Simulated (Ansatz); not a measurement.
# Run report: MoSe, geometry relaxation (part 2 of 2)

MoSe (F-43m, 2 atoms in the cell); DFT PBE+U, scalar-relativistic, plane waves, PAW, Ueff = 4.38 eV on Mo d, spin-polarised (Ansatz 0.2.0); cutoff 420 eV, 12×12×12 k-mesh, Gaussian smearing of 0.1 eV, collinear spins. The structure was built on a prototype by a generator; it need not be a known phase.

Geometry of the input (Å; fractional positions):
```
0.0000  3.1201  3.1201
3.1201  0.0000  3.1201
3.1201  3.1201  0.0000
Mo 0.0000  0.0000  0.0000
Se 0.2500  0.2500  0.2500
```

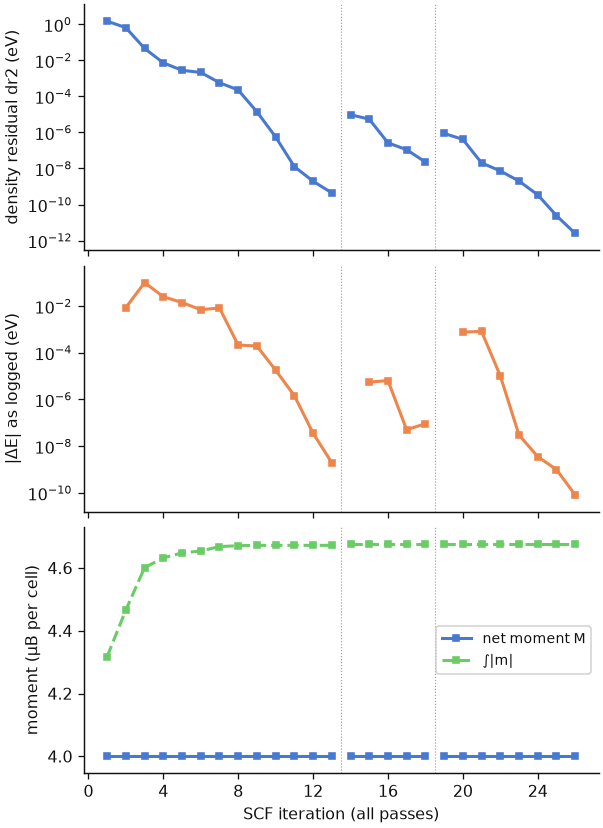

Figure 1. Convergence of the self-consistent field: density residual dr2, size of the energy change and magnetic moment against the SCF iteration. The dotted lines part the SCF passes of the relaxation: geometry steps, rejected trials and re-solves on a re-selected basis. The passes take 13, 5 and 8 iterations. The net moment stays at 4.0 μB per cell.

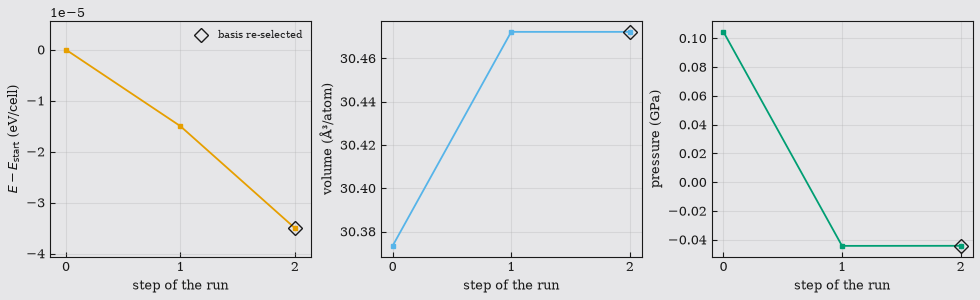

Figure 2. Progress of the relaxation, step by step (the first geometry is step 0 here and step 1 in the log). Over 1 geometry step the energy falls by next to nothing (0.0 meV per cell of the calculation). All forces vanish by symmetry, so only the cell relaxes. The pressure goes from 0.10 to −0.04 GPa. No atom moves by more than 0.005 Å relative to the cell. Cell: a = b = c 6.240 → 6.247 Å (+0.1 %). Volume +0.3 %. The space group stays F-43m (No. 216). A last SCF at the same geometry on a re-selected plane-wave basis shifts the energy by next to nothing (0.0 meV per cell of the calculation).

```
basis re-selected at this cell: Δ(F+E_penalty+E_count) = -2.011e-5 eV, ΔP = +0.000 GPa vs the last step (what re-selecting the basis moved, of the pressure what is left beyond the Pulay correction that the steps carried, after the strain that the cell walked since its last selection, with what the two solves' SCF thresholds leave and, on support functions, any second-order correction that the steps lacked; it is no measure of the basis error at this ecutwfc). This SCF's stress stands 4.42e-2 GPa from its target on what of the cell is left free (relax.cell.stress_tol is 5.00e-2 GPa) and its largest allowed force component is 1.17e-16 eV/Å (relax.f_tol is 1.00e-2 eV/Å): within both
SCF converged after 8 iterations
Magnetization: 4.0000 μB (17.0000 up, 13.0000 down)
Absolute magnetization: 4.6554 μB (∫|ρ↑−ρ↓|, with the PAW one-centre terms)
Spin contamination: 0.2360 ħ² per cell (⟨S²⟩ above its minimum at these occupations)
Per-site moments (μB) at R_I (Å): [(3.195702684345252, 1.1158076910569554), (-0.2868698532651615, 1.1158076910569554)]
Free energy (F): -10421.335455 eV
Harris-Foulkes:  -10421.335455 eV  (|F-HF|=1.09e-11)
Internal energy: -10421.330265 eV  (E = F + TS)
E sigma→0 (E₀):  -10421.332860 eV
Entropy (-TS):   -0.005190 eV (-2.595 meV/atom)
Fermi energy:    7.581933 eV
--- Per-component energies (eV) ---
  E_band       = -632.587583
  E_kinetic    = 558.701915
  E_local      = -4178.713349  (includes V_loc(G=0)·N_el)
  E_nonlocal   = -446.852779
  E_hartree    = 1847.012758
  E_xc         = -285.162557
  E_vxc        = -323.649695  (∫ρ·V_xc dr)
  E_hubbard    = 1.541457  (on-site DFT+U / exact-exchange correction)
  E_vhub       = -7.595136  (the Hubbard potential's part of the band-sum identity)
  E_paw        = -5115.305424  (= ΣΔE_a)
  E_vpaw       = 71.496503  (= ΣTr[D̂ρ^β])
  E_aug_tail   = -0.000558  (compensation charges beyond the density's cutoff)
  E_ewald      = -2802.551728
  E_smearing   = -0.005190  (= −TS)
  E_closure    = -0.000000  (closes the sum)
  Σ components = -10421.335455   (vs F -10421.335455, Δ=0.00e0)
--- Forces (eV/Å), atoms counted from 1 ---
  atom   1  Mo     0.00000000    -0.00000000    -0.00000000
  atom   2  Se    -0.00000000     0.00000000     0.00000000
  max |Σ_I F_I| component: 1.46e-16 eV/Å
--- Stress (GPa, compression-positive) ---
       -0.044236       0.000000       0.000000
        0.000000      -0.044236       0.000000
        0.000000       0.000000      -0.044236
  P = ⅓ Tr σ = -0.0442 GPa (-0.442 kbar)
--- Band table (eV; the first three rows and the last of 144) ---
  k-point 0 ↑: bands = ["-53.8182", "-40.1015", "-40.1015", "-40.1015", "-40.0970", "-40.0970", "-28.0584", "-28.0584", "-28.0584", "-5.5389", "2.8238", "2.8238", "2.8238", "4.4301", "4.4301", "7.9074", "9.3959", "9.3959", "9.3959", "13.8384", "13.8384"]
  k-point 1 ↑: bands = ["-53.8182", "-40.1015", "-40.1015", "-40.1015", "-40.0970", "-40.0970", "-28.0592", "-28.0585", "-28.0585", "-5.5218", "2.7996", "2.8483", "2.8483", "4.4242", "4.4242", "7.9381", "9.3092", "9.3206", "9.3206", "13.6651", "13.9271"]
  k-point 2 ↑: bands = ["-53.8182", "-40.1015", "-40.1015", "-40.1014", "-40.0970", "-40.0970", "-28.0616", "-28.0589", "-28.0589", "-5.4757", "2.7607", "2.9103", "2.9103", "4.4224", "4.4224", "7.7574", "9.1052", "9.1052", "9.3287", "13.3502", "14.1564"]
  k-point 71 ↓: bands = ["-51.4898", "-40.1511", "-40.1510", "-40.1509", "-40.1476", "-40.1475", "-25.4704", "-25.4648", "-25.4628", "-5.2295", "4.0820", "4.2927", "4.7918", "9.8727", "10.7165", "11.6383", "11.6418", "12.4011", "14.4933", "14.8022", "14.9921"]
Occupation matrices written to [file]
--- Relaxed structure (2 steps of the walk, 2 accepted, 1 SCFs on fresh bases) ---
  F+E_penalty+E_count = -10421.33545539 eV   max|allowed force component| = 1.168e-16 eV/Å   (the final SCF, on the basis selected at the relaxed cell)
  cell:  # Å, volume = 60.9445 Å³
    - [3.7578368742604974e-34, 3.1234514947664875, 3.1234514947664875]
    - [3.1234514947664875, -4.649526980017225e-34, 3.1234514947664875]
    - [3.1234514947664875, 3.1234514947664875, -1.7833802115134557e-34]
  atoms:
    - { symbol: Mo, position: [-1.9836272975935696e-34, 1.4628045711589534e-34, 2.652337958694805e-34] }
    - { symbol: Se, position: [0.24999999999999997, 0.24999999999999997, 0.24999999999999997] }
--- Löwdin populations: 2 sites ---
  site symbol       q [e]    m [muB]
     0     Mo     13.3792     4.3164
     1     Se     16.4954    -0.4084
  spilling = 0.004180 (of n_electrons = 30.000000)
```

File populations.tsv:
```
# site	symbol	l	j	q_up	q_dn
# orbitals = lowdin
# n_electrons = 30.000000
# spilling = 0.004180
# projection_atom_Mo: [Ar 3d10] 4s2 4p6 4d5 5s1
# projection_atom_Se: [Ar] 3d10 4s2 4p4
0	Mo	0_4S	-	0.994942	0.995106
0	Mo	0_5S	-	0.308146	0.209568
0	Mo	1_4P	-	2.996601	2.997638
0	Mo	2_4D	-	4.548128	0.329098
1	Se	0_4S	-	0.927629	0.897758
1	Se	1_4P	-	2.115901	2.554230
1	Se	2_3D	-	4.999978	4.999876
```

Trajectory as extended XYZ (Å, eV, eV/Å), 3 frames, from step=1 to step=3:
```
2
Lattice="0.0000 3.1201 3.1201 3.1201 0.0000 3.1201 3.1201 3.1201 0.0000" Properties=species:S:1:pos:R:3:forces:R:3 step=1 energy=-10421.33542 pressure_GPa=0.10
Mo    0.0000    0.0000    0.0000    0.0000   0.0000   0.0000
Se    1.5600    1.5600    1.5600    0.0000   0.0000   0.0000
2
Lattice="0.0000 3.1235 3.1235 3.1235 0.0000 3.1235 3.1235 3.1235 0.0000" Properties=species:S:1:pos:R:3:forces:R:3 step=2 energy=-10421.33544 pressure_GPa=-0.04
Mo    0.0000    0.0000    0.0000    0.0000   0.0000   0.0000
Se    1.5617    1.5617    1.5617    0.0000   0.0000   0.0000
2
Lattice="0.0000 3.1235 3.1235 3.1235 0.0000 3.1235 3.1235 3.1235 0.0000" Properties=species:S:1:pos:R:3:forces:R:3 step=3 energy=-10421.33546 pressure_GPa=-0.04
Mo    0.0000    0.0000    0.0000    0.0000   0.0000   0.0000
Se    1.5617    1.5617    1.5617    0.0000   0.0000   0.0000
```

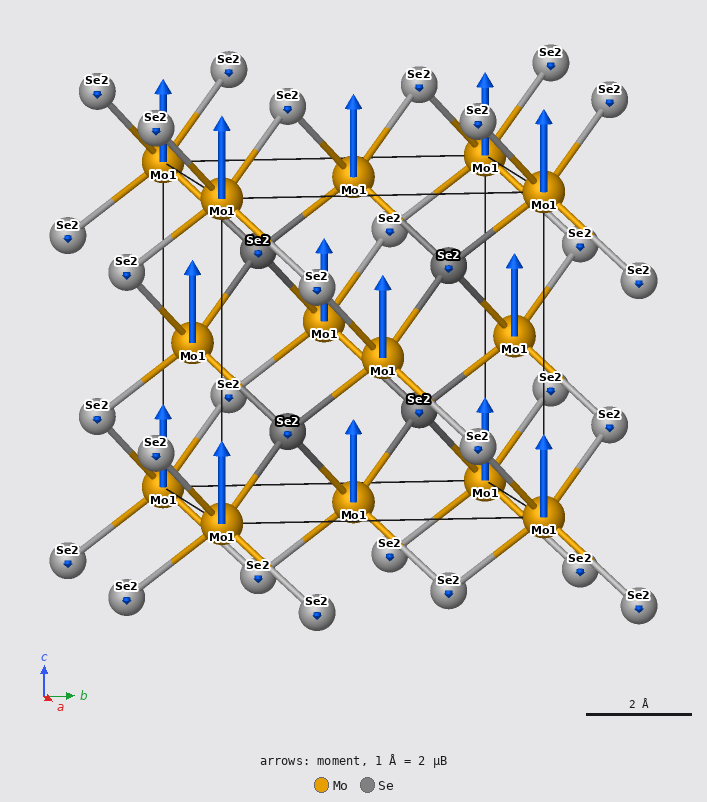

Figure 3. Magnetic moments of the sites as blue arrows (ball-and-stick view of the cell 4 times as large as that of the calculation, set on its symmetry axes, seen slightly off an axis; neighbours outside the cell are drawn fainter; atoms are numbered from 1 in the order of the input); small moments hardly show. The run is collinear, so the axis drawn is arbitrary. Site moments: Mo1 (3.20 μB); Se2 (−0.29 μB). They are counted near the atoms and needn't add up to the moment of the cell.

Key numbers:

- outcome: converged
- space group (tolerance 0.01 Å): F-43m (216)
- electrons treated: 30
- free energy: −10421.3355 eV
- Fermi energy: 7.582 eV
- gap on the k-point mesh: none (metallic)
- net moment of the cell: 4.00 μB
- integrated absolute moment: 4.66 μB
- pressure: −0.04 GPa
- final volume: 60.94 Å³
- largest force (length of the vector) at the end: under 0.001 eV/Å
- final cell: a = 4.417 Å, b = 4.417 Å, c = 4.417 Å, α = 60.00°, β = 60.00°, γ = 60.00°
- hardware: 1 thread of Intel Xeon @ 2.90GHz (Ice Lake), 16 GiB of memory available, shared host
- wall time: 67 s
- peak memory: 0.63 GiB

Remarks:

The electronic state found may not be the lowest one.
